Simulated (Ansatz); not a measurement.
System LiH (space group F-43m, No. 216); source of the atomic positions: the geometry relaxed with DFT, PBE, PAW with Ansatz's default frozen-core files, scalar-relativistic in Ansatz 0.2.0; the starting structure was generated, so it need not be a known form of this composition.

```
CELL_PARAMETERS angstrom
4.28970 0.00000 0.00000
0.00000 4.28970 0.00000
0.00000 0.00000 4.28970
ATOMIC_POSITIONS crystal
Li 0.00000 0.00000 0.00000
H 0.25000 0.25000 0.75000
Li 0.00000 0.50000 0.50000
H 0.25000 0.75000 0.25000
Li 0.50000 0.00000 0.50000
H 0.75000 0.25000 0.25000
Li 0.50000 0.50000 0.00000
H 0.75000 0.75000 0.75000
```

Bonds are taken as H–Li below 2.1 Å; no other contact counts. The graph is simplified in the usual way: terminal and isolated atoms are pruned, two-connected atoms become edges.

What net does this leave?

The result is a uninodal 4-connected, three-periodic net: Li and H are 4-connected nodes. It is the dia net, known from diamond, zinc blende and cristobalite. It is a single net, without interpenetration.

```csv
node,links,point symbol,coordination sequence
Li and H,4,6^6,4 12 24 42 64 92 124 162 204 252
```

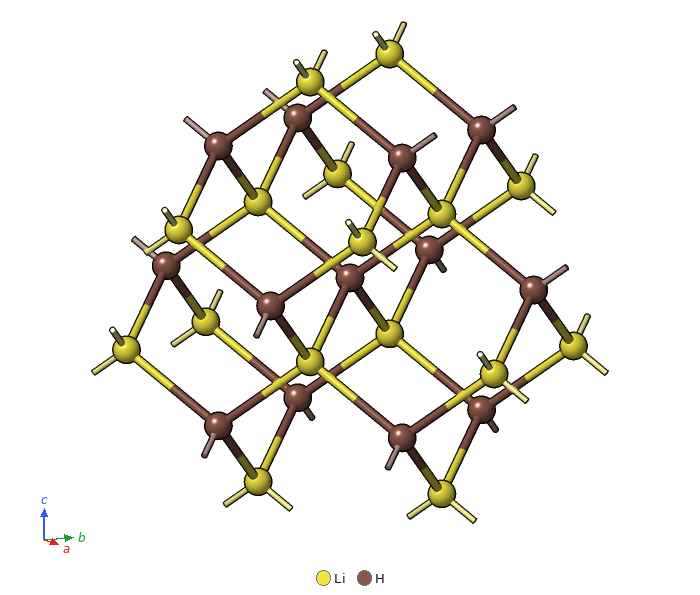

Nodes are coloured by element. Edges to nodes outside the piece are drawn as stubs.
